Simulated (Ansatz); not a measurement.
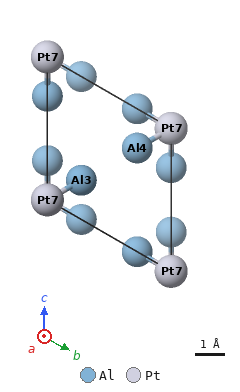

Starting structure of solid Al$_{6}$Pt (a generated structure, set up in Im-3m) (coarse preliminary run). The picture is a ball-and-stick view of the cell of the calculation, seen along the a axis.

Theory: Ansatz, DFT PBE, scalar-relativistic, plane waves, PAW.

Input file:
```yaml
crystal:
  lattice:
    - [-3.03612545, 3.03612545, 3.03612545]
    - [3.03612545, -3.03612545, 3.03612545]
    - [3.03612545, 3.03612545, -3.03612545]
  atoms:
    - { symbol: Al, position: [0.72562718, 0.72562718, 0.0] }
    - { symbol: Al, position: [0.27437282, 0.27437282, 0.0] }
    - { symbol: Al, position: [0.0, 0.27437282, 0.27437282] }
    - { symbol: Al, position: [0.0, 0.72562718, 0.72562718] }
    - { symbol: Al, position: [0.72562718, 0.0, 0.72562718] }
    - { symbol: Al, position: [0.27437282, 0.0, 0.27437282] }
    - { symbol: Pt, position: [0.0, 0.0, 0.0] }
basis:
  ecutwfc: 420
kpoints:
  mp_grid: { grid: [4, 4, 4] }
hamiltonian:
  xc: pbe
scf:
  occupations: { method: gaussian, width: 0.1 }
  lower_state_search: "off"
output:
  forces: true
  stress: true
  eigenvalues: true
relax:
  adjacent_minimum: "off"
  f_tol: 0.04
  max_steps: 70
  cell: { stress_tol: 0.4 }
```

Command:
```bash
ansatz run input.yaml --threads 1 --pin off --max-ram 2048MiB --backend cpu --events-out ev --progress --plain --runs-dir out
```

### What does the optimiser find from here?

The largest moves relative to the cell, 0.41 Å, are those of Al1, Al2, Al3, Al4, Al5 and Al6. Al1 goes along [−1 −1 0]. Pt stays in place. The volume changes by +61.5 %, with a = b = c 5.259 → 6.169 Å (+17.3 %). Some distances before and after: Al1–Al3 2.356 → 3.348 Å, Al1–Pt7 1.666 → 2.368 Å, Al1–Al2 2.740 → 2.389 Å. The space group stays Im-3m (No. 229). After 7 accepted moves (9 points after the start) the energy has fallen by 55.512 eV per cell of the calculation. Largest force component: 42 eV/Å at the start, 0.021 eV/Å at the end. Pressure: 185.39 GPa at the start and 0.10 GPa at the end. At 2 points the geometry stayed and the basis and grid were re-selected for the new cell (energy shift of 0.238 eV per cell of the calculation at most each time).

Step by step:

```json
{"step": "0", "E − E(0), meV/atom": "0.00", "largest force component, eV/Å": "42.2434", "pressure, GPa": "185.39", "volume, Å³/atom": "15.993", "note": ""}
{"step": "1", "E − E(0), meV/atom": "-5511.48", "largest force component, eV/Å": "16.2912", "pressure, GPa": "82.21", "volume, Å³/atom": "17.126", "note": ""}
{"step": "2", "E − E(0), meV/atom": "-7211.67", "largest force component, eV/Å": "6.4142", "pressure, GPa": "34.39", "volume, Å³/atom": "19.698", "note": ""}
{"step": "3", "E − E(0), meV/atom": "-7772.97", "largest force component, eV/Å": "2.2276", "pressure, GPa": "11.44", "volume, Å³/atom": "22.579", "note": ""}
{"step": "4", "E − E(0), meV/atom": "-7889.19", "largest force component, eV/Å": "0.3625", "pressure, GPa": "-1.22", "volume, Å³/atom": "25.735", "note": ""}
{"step": "5", "E − E(0), meV/atom": "-7893.22", "largest force component, eV/Å": "0.1042", "pressure, GPa": "0.08", "volume, Å³/atom": "25.191", "note": ""}
{"step": "6", "E − E(0), meV/atom": "-7893.34", "largest force component, eV/Å": "0.0006", "pressure, GPa": "-0.03", "volume, Å³/atom": "25.242", "note": ""}
{"step": "7", "E − E(0), meV/atom": "-7927.38", "largest force component, eV/Å": "0.0123", "pressure, GPa": "1.51", "volume, Å³/atom": "25.242", "note": "same geometry, new basis"}
{"step": "8", "E − E(0), meV/atom": "-7930.11", "largest force component, eV/Å": "0.0205", "pressure, GPa": "0.10", "volume, Å³/atom": "25.824", "note": ""}
{"step": "9", "E − E(0), meV/atom": "-7930.27", "largest force component, eV/Å": "0.0205", "pressure, GPa": "0.10", "volume, Å³/atom": "25.824", "note": "same geometry, new basis"}
```

Final geometry:

```xyz
7
Lattice="-3.5620 3.5620 3.5620 3.5620 -3.5620 3.5620 3.5620 3.5620 -3.5620" Properties=species:S:1:pos:R:3 pbc="T T T"
Al    0.0000    0.0000    4.7563
Al    0.0000    0.0000    2.3676
Al    2.3676    0.0000    0.0000
Al    4.7563    0.0000    0.0000
Al    0.0000    4.7563    0.0000
Al    0.0000    2.3676    0.0000
Pt    0.0000    0.0000    0.0000
```

The end point in the same view:

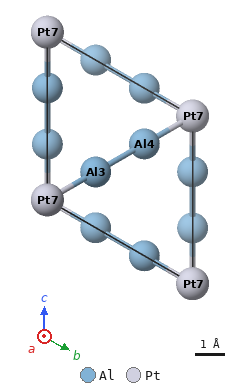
